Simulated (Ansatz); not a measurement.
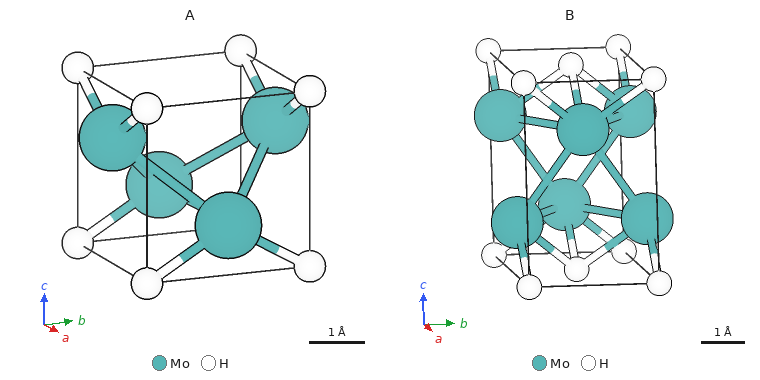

Two structures of Mo2H, each relaxed to rest (conventional cells in solid outline, small ones repeated, not to one scale). Method: DFT PBE, scalar-relativistic, plane waves, PAW (Ansatz), without spin polarisation.

What structure does each panel show?

Answer. A: 3 atoms a cell on a primitive tetragonal lattice, P-4m2. B: 6 atoms a cell on a base-centred monoclinic lattice, C2/m.

Which structure wins energetically, and by what margin?

Answer. B is lower, by 65 meV/atom at this level of theory (energies at zero smearing). Volumes: A 11.6, B 11.3 Å³/atom.

One or both may be structure types tried for this composition rather than known phases.
